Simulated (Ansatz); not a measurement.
# Run report: Ge, geometry relaxation (part 1 of 2)

The run: geometry relaxation of Ge (slab, 16 atoms in the cell). Method and program: DFT PBE+D3(BJ), scalar-relativistic, plane waves, PAW, no spin polarisation (Ansatz 0.2.0).

The structure derives from an entry of the Crystallography Open Database. The input holds or restrains some coordinates. Forces given for the steps count only the free coordinates. It belongs to a series of runs on one base structure; here: clean slab, lower planes held.

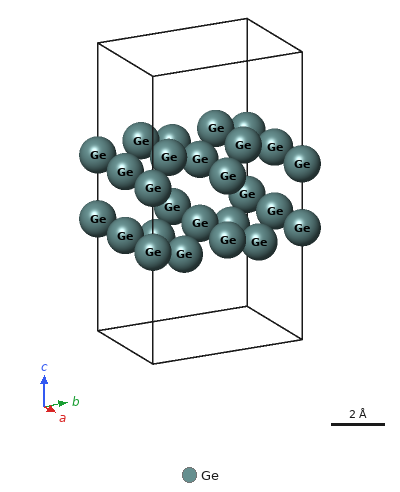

Fig. 1: The structure as given in the input (spheres-only view of the cell of the calculation, with the vacuum cut short, seen slightly off an axis). An atom can appear more than once, as a periodic image.

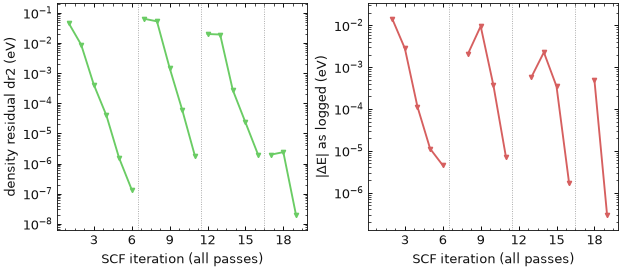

Fig. 2: Convergence of the self-consistent field: density residual dr2 and size of the energy change against the SCF iteration. The dotted lines part the SCF passes of the relaxation: geometry steps, rejected trials and re-solves on a re-selected basis. The passes take 6, 5, 5 and 3 iterations.

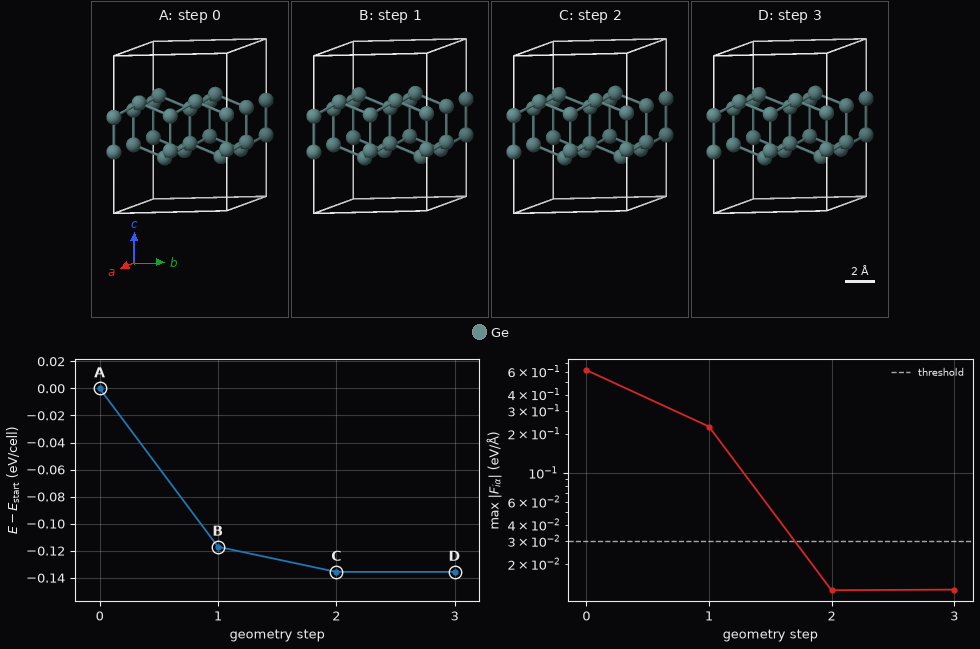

Fig. 3: Frames of the restrained relaxation (ball-and-stick view of the cell of the calculation, with the vacuum cut short, seen slightly off an axis) above the curves, on which the letters mark them (the first geometry is step 0 here and step 1 in the log).

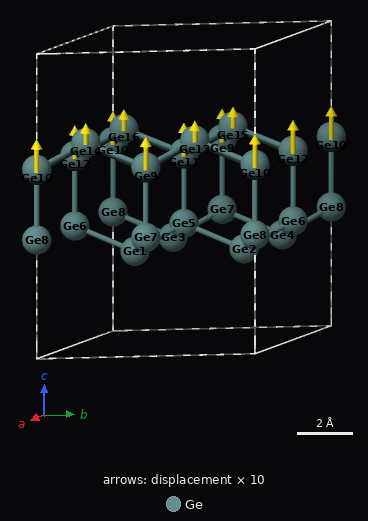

Fig. 4: Start (faint) and end (solid) with the displacements as yellow arrows, magnified 10 times (ball-and-stick view of the cell of the calculation, with the vacuum cut short, seen slightly off an axis). Over 3 geometry steps the energy falls by 0.136 eV per cell of the calculation. The largest force component goes from 0.62 to 0.013 eV/Å. The largest moves, 0.12 Å, are those of Ge9, Ge10, Ge11 and Ge12. The lattice vectors keep their values. Among the contacts that change: Ge5–Ge11 2.468 → 2.592 Å, Ge10–Ge13 2.468 → 2.454 Å. (Atoms are counted from 1 in the order of the input.)

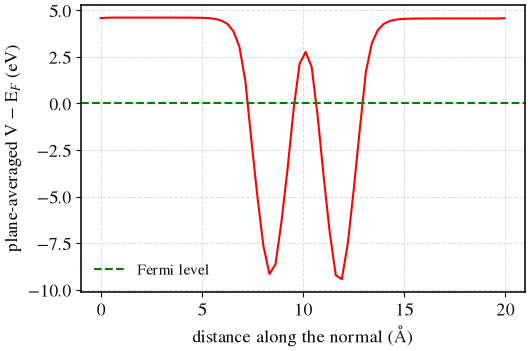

Fig. 5: Plane average of the electrostatic potential energy of an electron across the cell, from the Fermi level. The vacuum level lies 4.56 eV above the Fermi level on the upper side and 4.61 eV on the lower.

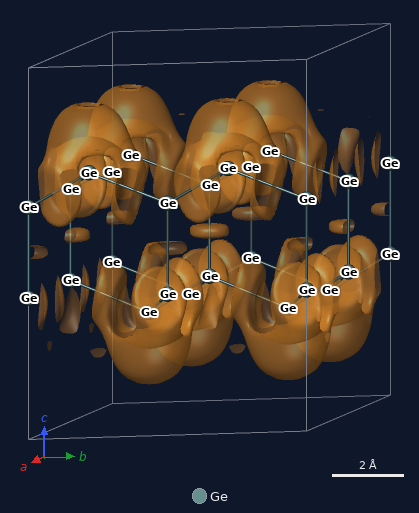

Fig. 6: Isosurface of the electron localisation function at 0.55 (orange), seen slightly off an axis. Only the valence region is drawn (cores and ρ < 0.01 e/Å³ removed). Sticks mark near contacts. Values along the shortest contacts: Ge–Ge (2.45 Å): the ELF peaks at about 0.75 between the atoms, which marks a covalent bond. Ge–Ge (2.59 Å): the ELF peaks at about 0.65 between the atoms. In a PAW calculation such maps are meaningful between the atoms, not at the nuclei.

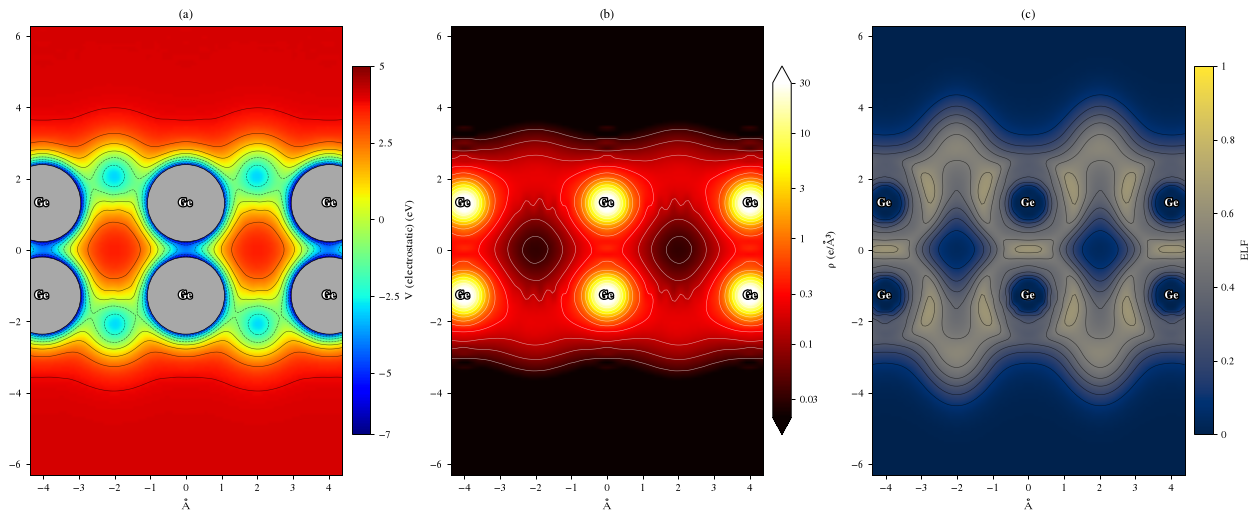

Fig. 7: (a) electrostatic potential energy of an electron; (b) valence charge density (pseudo); (c) ELF on the (010) plane of the calculation cell, a cut from vacuum to vacuum. Grey discs, where drawn, cover atomic cores. Atoms in the plane: Ge. Ge–Ge (2.59 Å): the density is about 0.42 e/Å³ at the midpoint, with its minimum of 0.3 e/Å³ about 1.2 Å from Ge; the ELF peaks at about 0.65 between the atoms. The density dies away to nearly zero in the vacuum.

The input and output of the run follow.

Input file
```yaml
crystal:
  lattice:
    - [8.0601468051, 0.0, 0.0]
    - [-4.0300734025, 6.9802918914, 0.0]
    - [0.0, 0.0, 20.1131764426]
  atoms:
    - { symbol: Ge, position: [0.6666666667, 0.3333333333, 0.397749208] }
    - { symbol: Ge, position: [0.6666666667, 0.8333333333, 0.397749208] }
    - { symbol: Ge, position: [0.1666666667, 0.3333333333, 0.397749208] }
    - { symbol: Ge, position: [0.1666666667, 0.8333333333, 0.397749208] }
    - { symbol: Ge, position: [0.5, 0.5, 0.4386495248] }
    - { symbol: Ge, position: [0.5, 0.0, 0.4386495248] }
    - { symbol: Ge, position: [0.0, 0.5, 0.4386495248] }
    - { symbol: Ge, position: [0.0, 0.0, 0.4386495248] }
    - { symbol: Ge, position: [0.0, 0.5, 0.5613504752] }
    - { symbol: Ge, position: [0.0, 0.0, 0.5613504752] }
    - { symbol: Ge, position: [0.5, 0.5, 0.5613504752] }
    - { symbol: Ge, position: [0.5, 0.0, 0.5613504752] }
    - { symbol: Ge, position: [0.8333333333, 0.6666666667, 0.602250792] }
    - { symbol: Ge, position: [0.8333333333, 0.1666666667, 0.602250792] }
    - { symbol: Ge, position: [0.3333333333, 0.6666666667, 0.602250792] }
    - { symbol: Ge, position: [0.3333333333, 0.1666666667, 0.602250792] }
basis:
  ecutwfc: 420
kpoints:
  mp_grid: { grid: [3, 3, 1] }
hamiltonian:
  xc: pbe
  dispersion: d3bj
scf:
  occupations: { method: gaussian, width: 0.1 }
output:
  forces: true
  eigenvalues: true
  write_density: true
  write_potential: true
  elf: true
  volumetric_format: npy
relax:
  adjacent_minimum: "off"
  f_tol: 0.03
  max_steps: 70
  constraints: [{ sites: [0, 1, 2, 3, 4, 5, 6, 7] }]
efield:
  axis: 3
  dipole_correction: true
  ramp_width: 0.04
```

Command:
```bash
ansatz run input.yaml --threads 4 --pin off --max-ram 10240MiB --backend cpu --events-out ev --progress --plain --runs-dir out
```

What the program printed
```
Engine: ansatz 0.2.0, x86_64-unknown-linux-gnu
Pseudopotentials: kind: paw
Pseudopotential: Ge, paw, valence charge 14, recommended cutoff 420 eV (normal), Ge.paw.azcp
Functional definition: PBE
  parameter kappa = 0.804
  parameter beta = 0.06672455060314922
  exchange = pbe_x(kappa = kappa, mu = beta*pi^2/3)
  correlation = pbe_c(beta = beta)
Crystal: 16 atoms, lattice volume = 1131.611 Å³
Basis set: ecut = 420 eV, 22153 PW (Γ), exchange–correlation on 108×108×270 points (8 copies of the dense FFT grid, shifted against one another)
Bands: 135, of which v1, the nominal top of the filled ones, is band 112 counted from 1 (111 counted from 0)
Symmetry: 24 space group operations
k-points: 3 of 9 (time reversal used)
Non-local potential: Ge, projectors of the file, l = 0: 2, l = 1: 2, l = 2: 3, l = 3: 1
PAW form: soft (Blöchl's): semilocal exchange-correlation on the pseudo side does not see the compensation charge
PAW one-centre angular grid: Ge, 590 points (default); XC on 64 Gauss nodes
Initial density: superposition of atomic densities (neutral atoms: chi_scale 0, normalization atom), corrected by the library's trained network
Initial wavefunctions: pseudopotential atomic-orbital guess
Functional: x = pbe(κ = 0.804, μ = 0.2195149727645171), c = pbe(β = 0.06672455060314922)
SCF iter   1: F=—  HF=-68716.970045 eV  |F-HF|=—  |Δ(HF+E_count)|=         —  Δρ=1.69e-3  dr2=4.71e-2  ethr=1.77e-3  p=0.000 e·Å  D=1.40e-14 V/Å  ΔV_dip=-0.00 eV  dr2_dipole=3.12e-7  V_vac-E_F(+/−)=4.57/4.57 eV  ⟨swp⟩=5.7  Hψ=1431  notcnv=0  defer=13
efield: sawtooth ramp at fractional position 0.9800 (placed from the atoms, in the widest stretch of the axis that holds none; the zero of the levels goes with the place), width 0.0400; the density the first Hamiltonian is built on has a dipole p = 0.000 e·Å; the dipole correction subtracts the counter field D = 1.40e-14 V/Å, which shifts the + side's vacuum level by -0.00 eV against the − side's; the planar-averaged density in the ramp window peaks in size at 2.5e-5 e/Å³
preconditioner: auto → LDOS  [insulator: Δε(μ)=0.226 eV  Ē_g=21.827 eV  σ=0.100 eV  W_gap=0.88  n_scr=186 (ndim 8)  ℏωp=16.5 eV  f_vac=0.625  D(μ)=1.95/eV (n_scr^D=2)  ε∞_Penn≈1.6  β→1.0]
SCF iter   2: F=—  HF=-68716.955766 eV  |F-HF|=—  |Δ(HF+E_count)|=   1.43e-2  Δρ=8.14e-4  dr2=8.86e-3  ethr=2.10e-5  p=0.000 e·Å  D=2.71e-5 V/Å  ΔV_dip=-0.00 eV  dr2_dipole=1.05e-6  V_vac-E_F(+/−)=4.55/4.55 eV  ⟨swp⟩=2.0  Hψ=815  notcnv=0  defer=27
SCF iter   3: F=—  HF=-68716.952965 eV  |F-HF|=—  |Δ(HF+E_count)|=   2.80e-3  Δρ=1.60e-4  dr2=4.18e-4  ethr=3.96e-6  p=-0.000 e·Å  D=-8.20e-6 V/Å  ΔV_dip=0.00 eV  dr2_dipole=1.23e-7  V_vac-E_F(+/−)=4.57/4.57 eV  ⟨swp⟩=2.0  Hψ=688  notcnv=0  defer=27
SCF iter   4: F=—  HF=-68716.952853 eV  |F-HF|=—  |Δ(HF+E_count)|=   1.12e-4  Δρ=5.15e-5  dr2=3.95e-5  ethr=1.87e-7  p=0.000 e·Å  D=2.62e-6 V/Å  ΔV_dip=-0.00 eV  dr2_dipole=1.17e-8  V_vac-E_F(+/−)=4.57/4.57 eV  ⟨swp⟩=2.0  Hψ=688  notcnv=0  defer=27
iter 5 did not close the SCF: its close was put off for the readings that it lacked (scf_convergence_deferred on its scf_iter line)
SCF iter   5: F=-68716.952847 eV  HF=-68716.952842 eV  |F-HF|=4.37e-6  |Δ(HF+E_count)|=   1.12e-5  Δρ=1.30e-5  dr2=1.55e-6  ethr=1.76e-8  p=-0.000 e·Å  D=-4.99e-7 V/Å  ΔV_dip=0.00 eV  dr2_dipole=2.90e-10  V_vac-E_F(+/−)=4.57/4.57 eV  ⟨swp⟩=2.0  Hψ=676  notcnv=0  defer=27
SCF iter   6: F=-68716.952847 eV  HF=-68716.952847 eV  |F-HF|=2.26e-7  |Δ(HF+E_count)|=   4.50e-6  Δρ=3.06e-6  dr2=1.37e-7  ethr=6.94e-10  p=0.000 e·Å  D=1.17e-7 V/Å  ΔV_dip=-0.00 eV  dr2_dipole=1.43e-11  V_vac-E_F(+/−)=4.57/4.57 eV  ⟨swp⟩=15.7  Hψ=3430  notcnv=0
SCF 1 converged in 6 iterations: F = -68716.952847 eV  dr2 = 1.37e-7
  greatest PAW one-centre occupation: 0.998 electrons in one spin orbital (limit 2), on the Ge atom at site 15 (counted from 0), in its partial waves of l = 2
relax step   1: F+E_penalty+E_count = -68716.95284696 eV  Δ(F+E_penalty+E_count) = +0.000e0 eV  max|allowed force component| = 6.167e-1 eV/Å  Δτ_max = 0.0000 Å  (6 SCF iters, dr2 threshold 2.25e-5 eV, accepted)
Initial density: handed on by an earlier stage of this run
Initial wavefunctions: those handed on with the density
iter 1 solved again at ethr=2.74e-5 eV; its pass at ethr=3.10e-3 eV (dr2=6.14e-2 eV) is discarded
SCF iter   1: F=—  HF=-68717.077660 eV  |F-HF|=—  |Δ(HF+E_count)|=         —  Δρ=2.24e-3  dr2=6.39e-2  ethr=2.74e-5  p=0.000 e·Å  D=4.34e-7 V/Å  ΔV_dip=-0.00 eV  dr2_dipole=2.67e-3  V_vac-E_F(+/−)=4.57/4.57 eV  ⟨swp⟩=2.0  Hψ=1190  notcnv=0  defer=50
efield: sawtooth ramp at fractional position 0.9800 (handed on by an earlier solve), width 0.0400; the density the first Hamiltonian is built on has a dipole p = 0.000 e·Å; the dipole correction subtracts the counter field D = 4.34e-7 V/Å, which shifts the + side's vacuum level by -0.00 eV against the − side's; the planar-averaged density in the ramp window peaks in size at 1.0e-5 e/Å³
preconditioner: auto → LDOS  [insulator: Δε(μ)=0.211 eV  Ē_g=21.807 eV  σ=0.100 eV  W_gap=0.86  n_scr=186 (ndim 8)  ℏωp=16.5 eV  f_vac=0.621  D(μ)=2.26/eV (n_scr^D=2)  ε∞_Penn≈1.6  β→1.0]
SCF iter   2: F=—  HF=-68717.079759 eV  |F-HF|=—  |Δ(HF+E_count)|=   2.10e-3  Δρ=1.04e-3  dr2=5.26e-2  ethr=2.74e-5  p=-0.010 e·Å  D=-1.53e-3 V/Å  ΔV_dip=0.03 eV  dr2_dipole=6.27e-3  V_vac-E_F(+/−)=4.62/4.59 eV  ⟨swp⟩=2.0  Hψ=710  notcnv=0  defer=50
SCF iter   3: F=—  HF=-68717.070253 eV  |F-HF|=—  |Δ(HF+E_count)|=   9.51e-3  Δρ=2.19e-4  dr2=1.51e-3  ethr=2.35e-5  p=0.006 e·Å  D=9.44e-4 V/Å  ΔV_dip=-0.02 eV  dr2_dipole=3.46e-4  V_vac-E_F(+/−)=4.56/4.58 eV  ⟨swp⟩=2.0  Hψ=445  notcnv=0  defer=50
SCF iter   4: F=—  HF=-68717.069877 eV  |F-HF|=—  |Δ(HF+E_count)|=   3.77e-4  Δρ=4.81e-5  dr2=6.03e-5  ethr=6.74e-7  p=0.004 e·Å  D=6.46e-4 V/Å  ΔV_dip=-0.01 eV  dr2_dipole=3.40e-7  V_vac-E_F(+/−)=4.57/4.58 eV  ⟨swp⟩=2.0  Hψ=462  notcnv=0  defer=50
SCF iter   5: F=-68717.069867 eV  HF=-68717.069870 eV  |F-HF|=2.16e-6  |Δ(HF+E_count)|=   7.10e-6  Δρ=1.43e-5  dr2=1.82e-6  ethr=1.06e-8  p=0.005 e·Å  D=7.44e-4 V/Å  ΔV_dip=-0.01 eV  dr2_dipole=9.43e-11  V_vac-E_F(+/−)=4.57/4.58 eV  ⟨swp⟩=18.0  Hψ=3979  notcnv=0
SCF 2 converged in 5 iterations: F = -68717.069867 eV  dr2 = 1.82e-6
relax step   2: F+E_penalty+E_count = -68717.06986746 eV  Δ(F+E_penalty+E_count) = -1.170e-1 eV  max|allowed force component| = 2.273e-1 eV/Å  Δτ_max = 0.0811 Å  (5 SCF iters, dr2 threshold 2.38e-5 eV, accepted)
SCF iter   1: F=—  HF=-68717.090459 eV  |F-HF|=—  |Δ(HF+E_count)|=         —  Δρ=1.05e-3  dr2=2.00e-2  ethr=5.20e-5  p=0.005 e·Å  D=7.44e-4 V/Å  ΔV_dip=-0.01 eV  dr2_dipole=3.29e-3  V_vac-E_F(+/−)=4.57/4.59 eV  ⟨swp⟩=2.7  Hψ=614  notcnv=0  defer=50
efield: sawtooth ramp at fractional position 0.9800 (handed on by an earlier solve), width 0.0400; the density the first Hamiltonian is built on has a dipole p = 0.005 e·Å; the dipole correction subtracts the counter field D = 7.44e-4 V/Å, which shifts the + side's vacuum level by -0.01 eV against the − side's; the planar-averaged density in the ramp window peaks in size at 8.1e-6 e/Å³
preconditioner: auto → LDOS  [insulator: Δε(μ)=0.150 eV  Ē_g=21.811 eV  σ=0.100 eV  W_gap=0.71  n_scr=186 (ndim 8)  ℏωp=16.5 eV  f_vac=0.621  D(μ)=3.70/eV (n_scr^D=4)  ε∞_Penn≈1.6  β→1.0]
SCF iter   2: F=—  HF=-68717.091027 eV  |F-HF|=—  |Δ(HF+E_count)|=   5.68e-4  Δρ=5.21e-4  dr2=1.92e-2  ethr=8.92e-6  p=0.025 e·Å  D=3.99e-3 V/Å  ΔV_dip=-0.08 eV  dr2_dipole=4.57e-3  V_vac-E_F(+/−)=4.56/4.64 eV  ⟨swp⟩=3.0  Hψ=805  notcnv=0  defer=50
SCF iter   3: F=—  HF=-68717.088771 eV  |F-HF|=—  |Δ(HF+E_count)|=   2.26e-3  Δρ=1.08e-4  dr2=2.76e-4  ethr=8.59e-6  p=0.013 e·Å  D=2.05e-3 V/Å  ΔV_dip=-0.04 eV  dr2_dipole=5.44e-5  V_vac-E_F(+/−)=4.56/4.61 eV  ⟨swp⟩=2.0  Hψ=413  notcnv=0  defer=50
SCF iter   4: F=—  HF=-68717.088423 eV  |F-HF|=—  |Δ(HF+E_count)|=   3.48e-4  Δρ=2.34e-5  dr2=2.34e-5  ethr=1.23e-7  p=0.015 e·Å  D=2.38e-3 V/Å  ΔV_dip=-0.05 eV  dr2_dipole=8.29e-6  V_vac-E_F(+/−)=4.56/4.61 eV  ⟨swp⟩=2.0  Hψ=451  notcnv=0  defer=50
SCF iter   5: F=-68717.088420 eV  HF=-68717.088421 eV  |F-HF|=1.24e-6  |Δ(HF+E_count)|=   1.66e-6  Δρ=6.98e-6  dr2=1.98e-6  ethr=1.44e-9  p=0.014 e·Å  D=2.30e-3 V/Å  ΔV_dip=-0.05 eV  dr2_dipole=3.19e-7  V_vac-E_F(+/−)=4.56/4.61 eV  ⟨swp⟩=17.7  Hψ=3846  notcnv=0
SCF 3 converged in 5 iterations: F = -68717.088420 eV  dr2 = 1.98e-6
  greatest PAW one-centre occupation: 0.998 electrons in one spin orbital (limit 2), on the Ge atom at site 3 (counted from 0), in its partial waves of l = 2
relax step   3: F+E_penalty+E_count = -68717.08842001 eV  Δ(F+E_penalty+E_count) = -1.855e-2 eV  max|allowed force component| = 1.258e-2 eV/Å  Δτ_max = 0.0430 Å  (5 SCF iters, dr2 threshold 3.23e-6 eV, accepted)
iter 1 solved again at ethr=8.76e-10 eV; its pass at ethr=3.10e-3 eV (dr2=1.96e-6 eV) is discarded
```
